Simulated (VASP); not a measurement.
**ZnCu: interstitial O from one void to a neighbouring one**

Wanted: the minimum-energy path in ZnCu for this move: interstitial O from one void to a neighbouring one. The start is a cell from a database of measured crystal structures.

Calculated with VASP 6.6.1; PBE; plane waves and PAW (Zn, Cu), in the first sound run; inputs show where later runs differ.

### 1. The host crystal

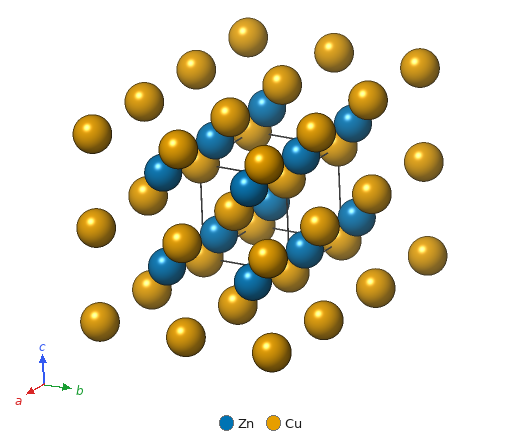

Start, viewed slightly off an axis; zinc blue, copper orange. 3×2×2 cells are drawn. Some periodic images of atoms are drawn too.

Coordinates:

```cif
data_structure
_symmetry_space_group_name_H-M 'Pm-3m'
_symmetry_Int_Tables_number 221
_cell_length_a 2.9450
_cell_length_b 2.9450
_cell_length_c 2.9450
_cell_angle_alpha 90.000
_cell_angle_beta 90.000
_cell_angle_gamma 90.000
_cell_volume 25.54
loop_
_atom_site_label
_atom_site_type_symbol
_atom_site_symmetry_multiplicity
_atom_site_Wyckoff_symbol
_atom_site_fract_x
_atom_site_fract_y
_atom_site_fract_z
_atom_site_occupancy
Zn1 Zn 1 b 0.50000 0.50000 0.50000 1
Cu1 Cu 1 a 0.00000 0.00000 0.00000 1
```

### 2. Relax the host

Cell and atoms are relaxed first, so that later runs start from this functional's own cell.

INCAR reads:

```
SYSTEM = ZnCu
PREC = Accurate
ENCUT = 400
EDIFF = 1E-06
NELM = 120
ISMEAR = 1
SIGMA = 0.15
LREAL = .FALSE.
ALGO = Normal
GGA = PE
NBANDS = 17
LASPH = .TRUE.
LORBIT = 11
LWAVE = .FALSE.
LCHARG = .FALSE.
KPAR = 3
IBRION = 2
NSW = 40
ISIF = 3
EDIFFG = -0.02
POTIM = 0.4
```

POSCAR reads:

```
ZnCu
1.0
    2.9450000000      0.0000000000      0.0000000000
    0.0000000000      2.9450000000      0.0000000000
    0.0000000000      0.0000000000      2.9450000000
Zn Cu
1 1
Direct
    0.5000000000      0.5000000000      0.5000000000
    0.0000000000      0.0000000000      0.0000000000
```

KPOINTS reads:

```
Automatic mesh
0
Gamma
11 11 11
0 0 0
```

PAW data sets: Zn and Cu (PBE family, release 64).

Started as:

```bash
$ mpirun -np 3 vasp_std
```

What it wrote:

```text
[banner, memory and clock lines left out]
running    3 mpi-ranks, on    1 nodes
 distrk:  each k-point on    1 cores,    3 groups
 distr:  one band on    1 cores,    1 groups

 POSCAR found type information on POSCAR ZnCu
 POSCAR found :  2 types and       2 ions
 LDA part: xc-table for (Slater+PW92), standard interpolation
 POSCAR, INCAR and KPOINTS ok, starting setup
 FFT: planning ... GRIDC
 FFT: planning ... GRID_SOFT
 FFT: planning ... GRID
 WAVECAR not read
 entering main loop
       N       E                     dE             d eps       ncg     rms          rms(c)
DAV:   1     0.102688882287E+03    0.10269E+03   -0.97532E+03  2008   0.188E+03
DAV:   2    -0.275266919954E+01   -0.10544E+03   -0.10129E+03  1906   0.280E+02
DAV:   3    -0.606798393480E+01   -0.33153E+01   -0.33023E+01  2176   0.653E+01
DAV:   4    -0.609366156561E+01   -0.25678E-01   -0.25672E-01  2252   0.526E+00
DAV:   5    -0.609403179796E+01   -0.37023E-03   -0.37021E-03  2327   0.642E-01    0.949E+00
DAV:   6    -0.593863946725E+01    0.15539E+00   -0.15131E+01  2004   0.949E+01    0.602E+00
DAV:   7    -0.502229696839E+01    0.91634E+00   -0.33033E+00  2035   0.902E+01    0.223E+00
DAV:   8    -0.502140369790E+01    0.89327E-03   -0.13563E-01  2590   0.481E+00    0.121E+00
DAV:   9    -0.501271828982E+01    0.86854E-02   -0.12530E-02  2146   0.259E+00    0.565E-02
DAV:  10    -0.501272170656E+01   -0.34167E-05   -0.70372E-04  2960   0.526E-01    0.498E-02
DAV:  11    -0.501271108506E+01    0.10622E-04   -0.87646E-05  2276   0.277E-01    0.843E-03
DAV:  12    -0.501271011239E+01    0.97266E-06   -0.58329E-06  2287   0.504E-02
   1 F= -.50127101E+01 E0= -.50125587E+01  d E =-.501271E+01
 curvature:   0.00 expect dE= 0.000E+00 dE for cont linesearch  0.000E+00
 trial: gam= 0.00000 g(F)=  0.000E+00 g(S)=  0.584E-02 ort = 0.000E+00 (trialstep = 0.100E+01)
 search vector abs. value=  0.584E-02
 bond charge predicted
       N       E                     dE             d eps       ncg     rms          rms(c)
DAV:   1    -0.515455083628E+01   -0.14184E+00   -0.16996E+00  1945   0.298E+01    0.288E+00
DAV:   2    -0.506552650374E+01    0.89024E-01   -0.93561E-01  1965   0.235E+01    0.137E+00
DAV:   3    -0.502397234396E+01    0.41554E-01   -0.25533E-01  1951   0.138E+01    0.804E-01
DAV:   4    -0.501700336357E+01    0.69690E-02   -0.13509E-02  2578   0.322E+00    0.308E-01
DAV:   5    -0.501517801496E+01    0.18253E-02   -0.14062E-03  2998   0.611E-01    0.243E-02
DAV:   6    -0.501517514261E+01    0.28723E-05   -0.88966E-05  2741   0.185E-01    0.870E-03
DAV:   7    -0.501517972523E+01   -0.45826E-05   -0.19109E-06  1915   0.309E-02    0.110E-03
DAV:   8    -0.501518004284E+01   -0.31762E-06   -0.91055E-07  1111   0.153E-02
   2 F= -.50151800E+01 E0= -.50149727E+01  d E =-.246993E-02
 trial-energy change:   -0.002470  1 .order   -0.002632   -0.005836    0.000573
 step:   0.8966(harm=  0.9106)  dis= 0.00000  next Energy=    -5.015210 (dE=-0.250E-02)
 reached required accuracy - stopping structural energy minimisation
```

Elapsed: 10 s, on 3 MPI ranks of Intel Xeon Platinum 8259CL at 2.50GHz (Skylake/Cascade Lake), shared host; peak memory 0.39 GiB.

The logs omit lines about the potential files and the build; timing stands in the text.

OUTCAR, selected parts (step 2):

```text
ion  position               nearest neighbor table
   1  0.500  0.500  0.500-   2 2.55   2 2.55   2 2.55   2 2.55   2 2.55   2 2.55   2 2.55   2 2.55

  LATTYP: Found a simple cubic cell.
 ALAT       =     2.9450000000

 Subroutine GETGRP returns: Found 48 space group operations
 (whereof 48 operations were pure point group operations)

The static configuration has the point symmetry O_h .

 Found     56 irreducible k-points:

   k-points           NKPTS =     56   k-points in BZ     NKDIM =     56   number of bands    NBANDS=     17

   dimension x,y,z NGX =    20 NGY =   20 NGZ =   20
   dimension x,y,z NGXF=    40 NGYF=   40 NGZF=   40

   ENCUT  =  400.0 eV  29.40 Ry    5.42 a.u.   4.80  4.80  4.80*2*pi/ulx,y,z

   NELECT =      23.0000    total number of electrons

 k-points in reciprocal lattice and weights: Automatic mesh
   0.00000000  0.00000000  0.00000000       0.001
   0.09090909  0.00000000  0.00000000       0.005
   0.18181818  0.00000000  0.00000000       0.005
   0.27272727  0.00000000  0.00000000       0.005
   0.36363636  0.00000000  0.00000000       0.005
   0.45454545  0.00000000  0.00000000       0.005
   0.09090909  0.09090909  0.00000000       0.009
   0.18181818  0.09090909  0.00000000       0.018
   0.27272727  0.09090909  0.00000000       0.018
[...]
0.45454545  0.45454545  0.36363636       0.018
   0.45454545  0.45454545  0.45454545       0.006

 average (electrostatic) potential at core
       1 -34.3695       2 -66.3151

 E-fermi :   5.2680

 k-point     1 :       0.0000    0.0000    0.0000
  band No.  band energies     occupation
    ...
      7       1.8400      2.00000
      8       1.8400      2.00000
      9       2.6623      2.00000
     10       2.6623      2.00000
     11       2.6623      2.00000
     12      11.5309      0.00000
     13      11.5309      0.00000
     14      11.5309      0.00000
     15      16.5102      0.00000
     16      16.5102      0.00000
    ...

 k-point     2 :       0.0909    0.0000    0.0000
  band No.  band energies     occupation
    ...
      7       1.8323      2.00000
      8       1.8533      2.00000
      9       2.6146      2.00000
     10       2.6146      2.00000
     11       2.6570      2.00000
     12      10.2146      0.00000
     13      11.7537      0.00000
     14      11.7537      0.00000
     15      16.5900      0.00000
     16      17.0086      0.00000
    ...

 k-point     3 :       0.1818    0.0000    0.0000
  band No.  band energies     occupation
    ...
      7       1.8111      2.00000
      8       1.8746      2.00000
      9       2.4924      2.00000
     10       2.4924      2.00000
     11       2.6428      2.00000
     12       7.9523     -0.00000
     13      12.3991      0.00000
     14      12.3991      0.00000
     15      16.8330      0.00000
     16      17.2873      0.00000
    ...

  Total       -0.0311729     -0.0311729     -0.0311729      0.0000000      0.0000000     -0.0000000
  in kB       -1.9198756     -1.9198756     -1.9198756      0.0000000      0.0000000     -0.0000000
  external PRESSURE =      -1.9198756 kB  Pullay stress =       0.0000000 kB

  energy-cutoff  :      400.00
  volume of cell :       26.01
      direct lattice vectors                 reciprocal lattice vectors
     2.963044563 -0.000000000 -0.000000000     0.337490706  0.000000000  0.000000000
    -0.000000000  2.963044563  0.000000000     0.000000000  0.337490706  0.000000000
    -0.000000000 -0.000000000  2.963044563     0.000000000 -0.000000000  0.337490706

 POSITION                                       TOTAL-FORCE (eV/Angst)
 -----------------------------------------------------------------------------------
      1.48152      1.48152      1.48152        -0.000000      0.000000      0.000000
      0.00000      0.00000      0.00000         0.000000     -0.000000      0.000000
 -----------------------------------------------------------------------------------
    total drift:                               -0.000000      0.000000     -0.000000

  FREE ENERGIE OF THE ION-ELECTRON SYSTEM (eV)
  ---------------------------------------------------
  free  energy   TOTEN  =        -5.0151800428 eV

  energy  without entropy=       -5.0145578693  energy(sigma->0) =       -5.01497265

 reached required accuracy - stopping structural energy minimisation

 total charge
# of ion       s       p       d       tot
------------------------------------------
    1        0.577   0.510   9.733  10.819
    2        0.421   0.371   9.177   9.968
--------------------------------------------------
tot          0.998   0.880  18.909  20.788

[... 3 further parts left out ...]
```

CONTCAR:

```
ZnCu
   1.00000000000000
     2.9630445625358570   -0.0000000000000000   -0.0000000000000000
    -0.0000000000000000    2.9630445625358570    0.0000000000000000
    -0.0000000000000000   -0.0000000000000000    2.9630445625358570
  Zn              Cu
     1     1
Direct
     0.5000000000000000    0.5000000000000000    0.5000000000000000
     0.0000000000000000    0.0000000000000000    0.0000000000000000
```

This run has no spin polarisation. Its electron count is odd, so without a moment it is a metal by construction. The run keeps the 48 symmetry operations of its start, so it cannot find a distortion of lower symmetry.

Step by step:

| step | energy less that of the first step (eV) | largest force (eV/Å) | pressure (GPa) | volume (Å³) |
| --- | --- | --- | --- | --- |
| 1 | 0.0000 | 0.0000 | 1.99 | 25.54 |
| 2 | -0.0025 | 0.0000 | -0.19 | 26.01 |

| conventional cell, symmetrised | before | after | change |
| --- | --- | --- | --- |
| a (Å) | 2.945 | 2.963 | +0.6 % |
| b (Å) | 2.945 | 2.963 | +0.6 % |
| c (Å) | 2.945 | 2.963 | +0.6 % |
| volume (Å³/atom) | 12.77 | 13.01 | +1.8 % |

Final coordinates:

```cif
data_structure
_symmetry_space_group_name_H-M 'P 1'
_symmetry_Int_Tables_number 1
_cell_length_a 2.9630
_cell_length_b 2.9630
_cell_length_c 2.9630
_cell_angle_alpha 90.000
_cell_angle_beta 90.000
_cell_angle_gamma 90.000
_cell_volume 26.01
loop_
_atom_site_label
_atom_site_type_symbol
_atom_site_fract_x
_atom_site_fract_y
_atom_site_fract_z
_atom_site_occupancy
Zn1 Zn 0.50000 0.50000 0.50000 1
Cu2 Cu 0.00000 0.00000 0.00000 1
```

This step gave:

| Item | Value |
| --- | --- |
| electronic cycles | 20 |
| electrons | 23 |
| free energy (TOTEN) | -5.015 eV |
| energy at zero smearing | -5.015 eV |
| Fermi energy | 5.268 eV |
| metallic | yes |

The run ended after 2 ionic steps, 0.002 eV below its first step, once forces and stress met EDIFFG = -0.02.

(Part 1 of 4 ends here.)

[Lines on the potential files, build, host, timing and source positions are cut from VASP's logs without a mark.]

[Logs are printed without paths, hosts, clocks, repeated set-up lines and the standing remarks that a program may print on its own settings, such as how far it seeks lower states.]

[Hosts, paths, dates, database ids (printed as entryN), source tags and the programs' standing remarks are cut or masked in the printed files.]

[Runs that stopped without an error message from VASP are left out.]
